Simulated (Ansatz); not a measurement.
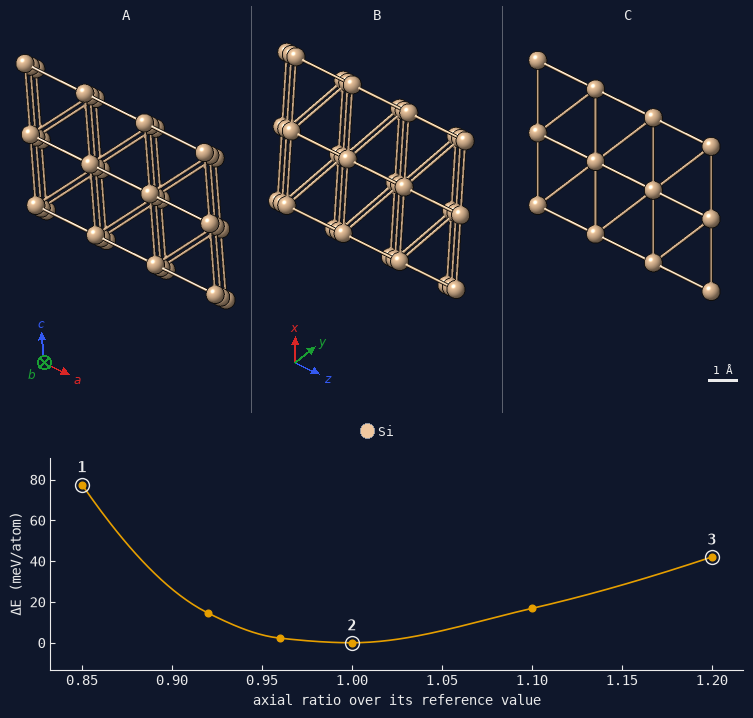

A scan of a crystal of Si (I4/mmm): the ratio of the cell's length along z to its lengths across, counted as 1 for the reference, is changed at fixed volume (a c/a path), with the atoms kept at their fractional coordinates. x, y and z are the Cartesian axes of the input. The frames are shuffled; the numbered points of the plot belong to them. The picture is a ball-and-stick view of the cell of the calculation, repeated 3 × 2 × 2 with one cell outlined, seen along the b axis.

Theory: Ansatz, DFT PBE+D3(BJ), scalar-relativistic, plane waves, PAW. Settings: plane-wave cutoff 420 eV; k-point mesh 32 × 32 × 32; occupations gaussian; smearing width 0.15 eV; no spin polarisation. Energies (free energies at the smearing named) are counted from the relaxed crystal.

> Which frame belongs to which numbered point?

Point 1 is frame B (the relative ratio 0.85, 77.5 meV/atom); 2 is frame C (the relative ratio 1.00, 0.0 meV/atom); 3 is frame A (the relative ratio 1.20, 42.0 meV/atom). Of the computed points the lowest is at the relative ratio 1.00, 0.0 meV/atom. The end points stand at 77.5 meV/atom (0.85) and 42.0 meV/atom (1.20). The distortion keeps the space group I4/mmm. At the relative ratio 1.20 the cell of the drawing goes a 2.638 → 2.614 Å, b 2.638 → 2.614 Å, c 2.638 → 2.614 Å, α 104.3° → 108.7°, β 104.3° → 108.7°, γ 120.5° → 111.1°.
